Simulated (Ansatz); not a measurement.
**Single-point calculation, with input and output: Ga₄₈N₄₈ (part 1 of 2)**

System: Ga₄₈N₄₈ (96 atoms in the cell).
Method: DFT, PBEsol, PAW, plane waves (Ansatz 0.2.0).

The structure was built on a prototype by a generator.

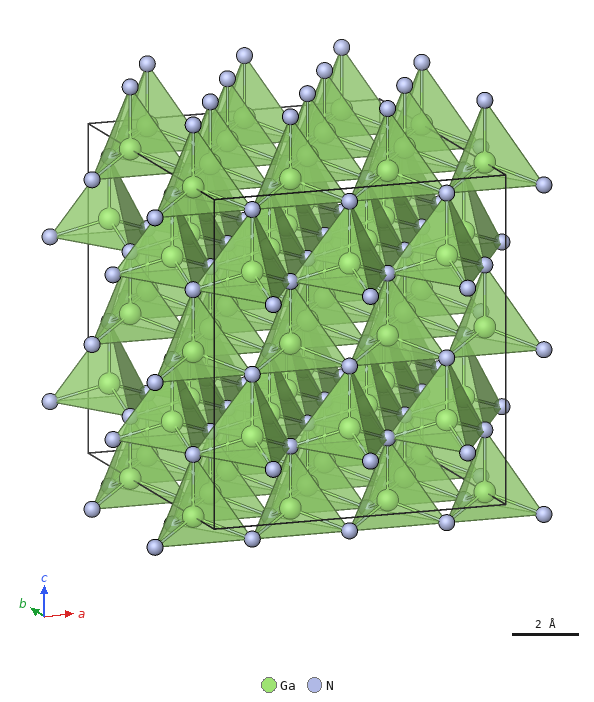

Figure 1. The structure (polyhedral view of the cell of the calculation, seen slightly off an axis; polyhedra are completed across the faces of the cell).

## Input file
```yaml
crystal:
  lattice:
    - [9.548238, 0.000000, 0.000000]
    - [0.000000, 11.025355, 0.000000]
    - [0.000000, 0.000000, 10.371236]
  atoms:
    - { symbol: Ga, position: [0.166667, 0.083333, 0.249845] }
    - { symbol: Ga, position: [0.166667, 0.083333, 0.749845] }
    - { symbol: Ga, position: [0.000000, 0.333333, 0.249845] }
    - { symbol: Ga, position: [0.000000, 0.333333, 0.749845] }
    - { symbol: Ga, position: [0.500000, 0.083333, 0.249845] }
    - { symbol: Ga, position: [0.500000, 0.083333, 0.749845] }
    - { symbol: Ga, position: [0.333333, 0.333333, 0.249845] }
    - { symbol: Ga, position: [0.333333, 0.333333, 0.749845] }
    - { symbol: Ga, position: [0.166667, 0.583333, 0.249845] }
    - { symbol: Ga, position: [0.166667, 0.583333, 0.749845] }
    - { symbol: Ga, position: [0.000000, 0.833333, 0.249845] }
    - { symbol: Ga, position: [0.000000, 0.833333, 0.749845] }
    - { symbol: Ga, position: [0.833333, 0.083333, 0.249845] }
    - { symbol: Ga, position: [0.833333, 0.083333, 0.749845] }
    - { symbol: Ga, position: [0.666667, 0.333333, 0.249845] }
    - { symbol: Ga, position: [0.666667, 0.333333, 0.749845] }
    - { symbol: Ga, position: [0.500000, 0.583333, 0.249845] }
    - { symbol: Ga, position: [0.500000, 0.583333, 0.749845] }
    - { symbol: Ga, position: [0.333333, 0.833333, 0.249845] }
    - { symbol: Ga, position: [0.333333, 0.833333, 0.749845] }
    - { symbol: Ga, position: [0.833333, 0.583333, 0.249845] }
    - { symbol: Ga, position: [0.833333, 0.583333, 0.749845] }
    - { symbol: Ga, position: [0.666667, 0.833333, 0.249845] }
    - { symbol: Ga, position: [0.666667, 0.833333, 0.749845] }
    - { symbol: Ga, position: [0.000000, 0.166667, 0.499845] }
    - { symbol: Ga, position: [0.000000, 0.166667, 0.999845] }
    - { symbol: Ga, position: [0.333333, 0.166667, 0.499845] }
    - { symbol: Ga, position: [0.333333, 0.166667, 0.999845] }
    - { symbol: Ga, position: [0.166667, 0.416667, 0.499845] }
    - { symbol: Ga, position: [0.166667, 0.416667, 0.999845] }
    - { symbol: Ga, position: [0.000000, 0.666667, 0.499845] }
    - { symbol: Ga, position: [0.000000, 0.666667, 0.999845] }
    - { symbol: Ga, position: [0.666667, 0.166667, 0.499845] }
    - { symbol: Ga, position: [0.666667, 0.166667, 0.999845] }
    - { symbol: Ga, position: [0.500000, 0.416667, 0.499845] }
    - { symbol: Ga, position: [0.500000, 0.416667, 0.999845] }
    - { symbol: Ga, position: [0.333333, 0.666667, 0.499845] }
    - { symbol: Ga, position: [0.333333, 0.666667, 0.999845] }
    - { symbol: Ga, position: [0.166667, 0.916667, 0.499845] }
    - { symbol: Ga, position: [0.166667, 0.916667, 0.999845] }
    - { symbol: Ga, position: [0.833333, 0.416667, 0.499845] }
    - { symbol: Ga, position: [0.833333, 0.416667, 0.999845] }
    - { symbol: Ga, position: [0.666667, 0.666667, 0.499845] }
    - { symbol: Ga, position: [0.666667, 0.666667, 0.999845] }
    - { symbol: Ga, position: [0.500000, 0.916667, 0.499845] }
    - { symbol: Ga, position: [0.500000, 0.916667, 0.999845] }
    - { symbol: Ga, position: [0.833333, 0.916667, 0.499845] }
    - { symbol: Ga, position: [0.833333, 0.916667, 0.999845] }
    - { symbol: N, position: [0.000000, 0.166667, 0.188155] }
    - { symbol: N, position: [0.000000, 0.166667, 0.688155] }
    - { symbol: N, position: [0.333333, 0.166667, 0.188155] }
    - { symbol: N, position: [0.333333, 0.166667, 0.688155] }
    - { symbol: N, position: [0.166667, 0.416667, 0.188155] }
    - { symbol: N, position: [0.166667, 0.416667, 0.688155] }
    - { symbol: N, position: [0.000000, 0.666667, 0.188155] }
    - { symbol: N, position: [0.000000, 0.666667, 0.688155] }
    - { symbol: N, position: [0.666667, 0.166667, 0.188155] }
    - { symbol: N, position: [0.666667, 0.166667, 0.688155] }
    - { symbol: N, position: [0.500000, 0.416667, 0.188155] }
    - { symbol: N, position: [0.500000, 0.416667, 0.688155] }
    - { symbol: N, position: [0.333333, 0.666667, 0.188155] }
    - { symbol: N, position: [0.333333, 0.666667, 0.688155] }
    - { symbol: N, position: [0.166667, 0.916667, 0.188155] }
    - { symbol: N, position: [0.166667, 0.916667, 0.688155] }
    - { symbol: N, position: [0.833333, 0.416667, 0.188155] }
    - { symbol: N, position: [0.833333, 0.416667, 0.688155] }
    - { symbol: N, position: [0.666667, 0.666667, 0.188155] }
    - { symbol: N, position: [0.666667, 0.666667, 0.688155] }
    - { symbol: N, position: [0.500000, 0.916667, 0.188155] }
    - { symbol: N, position: [0.500000, 0.916667, 0.688155] }
    - { symbol: N, position: [0.833333, 0.916667, 0.188155] }
    - { symbol: N, position: [0.833333, 0.916667, 0.688155] }
    - { symbol: N, position: [0.166667, 0.083333, 0.438155] }
    - { symbol: N, position: [0.166667, 0.083333, 0.938155] }
    - { symbol: N, position: [0.000000, 0.333333, 0.438155] }
    - { symbol: N, position: [0.000000, 0.333333, 0.938155] }
    - { symbol: N, position: [0.500000, 0.083333, 0.438155] }
    - { symbol: N, position: [0.500000, 0.083333, 0.938155] }
    - { symbol: N, position: [0.333333, 0.333333, 0.438155] }
    - { symbol: N, position: [0.333333, 0.333333, 0.938155] }
    - { symbol: N, position: [0.166667, 0.583333, 0.438155] }
    - { symbol: N, position: [0.166667, 0.583333, 0.938155] }
    - { symbol: N, position: [0.000000, 0.833333, 0.438155] }
    - { symbol: N, position: [0.000000, 0.833333, 0.938155] }
    - { symbol: N, position: [0.833333, 0.083333, 0.438155] }
    - { symbol: N, position: [0.833333, 0.083333, 0.938155] }
    - { symbol: N, position: [0.666667, 0.333333, 0.438155] }
    - { symbol: N, position: [0.666667, 0.333333, 0.938155] }
    - { symbol: N, position: [0.500000, 0.583333, 0.438155] }
    - { symbol: N, position: [0.500000, 0.583333, 0.938155] }
    - { symbol: N, position: [0.333333, 0.833333, 0.438155] }
    - { symbol: N, position: [0.333333, 0.833333, 0.938155] }
    - { symbol: N, position: [0.833333, 0.583333, 0.438155] }
    - { symbol: N, position: [0.833333, 0.583333, 0.938155] }
    - { symbol: N, position: [0.666667, 0.833333, 0.438155] }
    - { symbol: N, position: [0.666667, 0.833333, 0.938155] }
kpoints:
  mp_grid: { grid: [1, 1, 1] }
hamiltonian:
  xc: pbesol
scf:
  occupations: { method: fermi_dirac, width: 0.01 }
output:
  forces: true
  eigenvalues: true
  stress: true
  populations: true
  eigenstates: { kpoints: [[0, 0, 0]], e_range: [-6.0, 6.0], localisation: true }
```

## The program's output
```
Pseudopotentials: kind: paw
Functional definition: PBEsol
  exchange = pbesol_x
  correlation = pbesol_c
Crystal: 96 atoms, lattice volume = 1091.808 Å³
Basis set: ecut = 420 eV, 21341 PW (Γ), exchange–correlation on 128×150×144 points (8 copies of the dense FFT grid, shifted against one another)
Bands: 528, of which v1, the nominal top of the filled ones, is band 432 counted from 1 (431 counted from 0)
Symmetry: 96 space group operations
Space group: P63mc (ITA 186), of the structure as read, at distance tolerance 1.0e-4 Å
k-points: 1
Non-local potential: Ga, projectors of the file, l = 0: 2, l = 1: 2, l = 2: 3, l = 3: 1
Non-local potential: N, projectors of the file, l = 0: 2, l = 1: 2, l = 2: 1
PAW form: soft (Blöchl's): semilocal exchange-correlation on the pseudo side does not see the compensation charge
PAW frozen core: Ga, regenerated for the run's functional, and the local potential with it (the file was generated under x = pbe(κ = 0.804, μ = 0.2195149727645171), c = pbe(β = 0.06672455060314922))
PAW frozen core: N, regenerated for the run's functional, and the local potential with it (the file was generated under x = pbe(κ = 0.804, μ = 0.2195149727645171), c = pbe(β = 0.06672455060314922))
PAW one-centre angular grid: Ga, 590 points (default); XC on 64 Gauss nodes
PAW one-centre angular grid: N, 110 points (default); XC on 64 Gauss nodes
Initial density: superposition of atomic densities (neutral atoms: chi_scale 0, normalization atom), corrected by the library's trained network
Initial wavefunctions: pseudopotential atomic-orbital guess
Functional: x = pbesol(κ = 0.804, μ = 0.12345679012345678), c = pbesol(β = 0.046)
SCF iter   1: F=—  HF=-197894.206716 eV  |F-HF|=—  |Δ(HF+E_count)|=         —  Δρ=1.12e-2  dr2=1.23e0  ethr=1.77e-3  ⟨swp⟩=5.0  Hψ=1798  notcnv=0  defer=25
preconditioner: auto → Resta (q_TF=auto, 2.624 Å⁻¹)  ε∞=5.0  [insulator: Δε(μ)=1.780 eV  Ē_g=16.456 eV  σ=0.010 eV  W_gap=1.00  n_scr=330 (ndim 8)  ℏωp=33.0 eV  f_vac=0.008  D(μ)=0.00/eV (n_scr^D=0)  ε∞_Penn≈5.0]
SCF iter   2: F=—  HF=-197893.857895 eV  |F-HF|=—  |Δ(HF+E_count)|=   3.49e-1  Δρ=1.94e-3  dr2=3.17e-2  ethr=1.42e-4  ⟨swp⟩=2.0  Hψ=730  notcnv=0  defer=88
SCF iter   3: F=—  HF=-197893.854647 eV  |F-HF|=—  |Δ(HF+E_count)|=   3.25e-3  Δρ=8.31e-4  dr2=4.62e-3  ethr=3.67e-6  ⟨swp⟩=2.0  Hψ=607  notcnv=0  defer=88
SCF iter   4: F=—  HF=-197893.855068 eV  |F-HF|=—  |Δ(HF+E_count)|=   4.21e-4  Δρ=1.16e-4  dr2=1.52e-4  ethr=5.35e-7  ⟨swp⟩=3.0  Hψ=973  notcnv=0  defer=88
SCF iter   5: F=—  HF=-197893.854762 eV  |F-HF|=—  |Δ(HF+E_count)|=   3.06e-4  Δρ=8.69e-5  dr2=4.47e-5  ethr=1.76e-8  ⟨swp⟩=2.0  Hψ=871  notcnv=0  defer=88
SCF iter   6: F=—  HF=-197893.854771 eV  |F-HF|=—  |Δ(HF+E_count)|=   8.78e-6  Δρ=3.07e-5  dr2=6.40e-6  ethr=5.17e-9  ⟨swp⟩=2.0  Hψ=729  notcnv=0  defer=88
SCF iter   7: F=—  HF=-197893.854770 eV  |F-HF|=—  |Δ(HF+E_count)|=   7.82e-7  Δρ=5.61e-6  dr2=2.33e-7  ethr=7.40e-10  ⟨swp⟩=2.0  Hψ=866  notcnv=0  defer=88
SCF iter   8: F=-197893.854770 eV  HF=-197893.854770 eV  |F-HF|=5.24e-10  |Δ(HF+E_count)|=   2.98e-8  Δρ=5.78e-7  dr2=3.06e-9  ethr=1.16e-11  ⟨swp⟩=10.0  Hψ=2557  notcnv=0
SCF 1 converged in 8 iterations: F = -197893.854770 eV  dr2 = 3.06e-9
  greatest PAW one-centre occupation: 0.995 electrons in one spin orbital (limit 2), on the Ga atom at site 23 (counted from 0), in its partial waves of l = 2
```

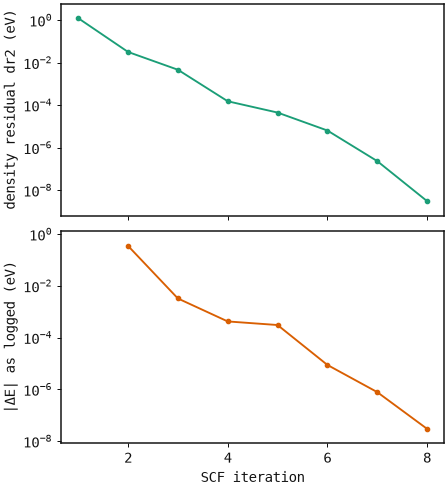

Figure 2. Convergence of the self-consistent field: density residual dr2 and size of the energy change against the SCF iteration. The residual falls at every step.

```
NSCF: frozen V_eff on 1 k-points
SCF converged after 8 iterations
Free energy (F): -197893.854770 eV
Harris-Foulkes:  -197893.854770 eV  (|F-HF|=5.24e-10)
Internal energy: -197893.854770 eV  (E = F + TS)
E sigma→0 (E₀):  -197893.854770 eV
Fermi energy:    10.587680 eV
--- Per-component energies (eV) ---
  E_band       = -305.629943
  E_kinetic    = 11853.879991
  E_local      = -93557.322070  (includes V_loc(G=0)·N_el)
  E_nonlocal   = 22827.866981
  E_hartree    = 42996.663949
  E_xc         = -6127.328653
  E_vxc        = -6423.573361  (∫ρ·V_xc dr)
  E_paw        = -99658.157083  (= ΣΔE_a)
  E_vpaw       = -20999.809813  (= ΣTr[D̂ρ^β])
  E_aug_tail   = 0.002702  (compensation charges beyond the density's cutoff)
  E_ewald      = -76272.232265
  E_core_change = 42.771679  (= ΣΔE_core)
  E_smearing   = -0.000000  (= −TS)
  E_closure    = 0.000000  (closes the sum)
  Σ components = -197893.854770   (vs F -197893.854770, Δ=0.00e0)
```
